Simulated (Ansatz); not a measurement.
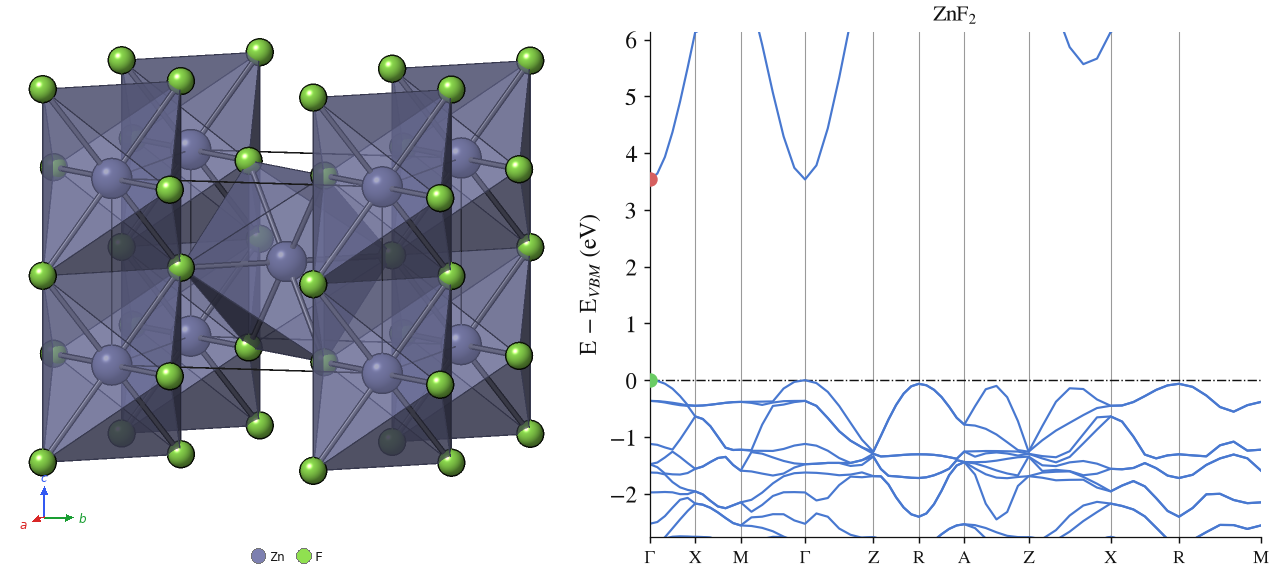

Band structure of ZnF₂, space group P4_2/mnm (No. 136), 6 atoms in the cell, beside the structure. Level of theory: DFT with PBE, PAW plane waves, no spin polarisation, 6×6×8 k mesh, 420 eV cutoff, Fermi-Dirac smearing of 0.1 eV; code Ansatz. Energies are counted from the top of the valence band. The path runs straight from each named point to the next. The path has few k points, so lines between them are rough.

The bands leave a gap. The gap along this path is 3.54 eV and direct: both edges lie at Γ. The top valence level at Γ is a single band, not degenerate (spin aside).
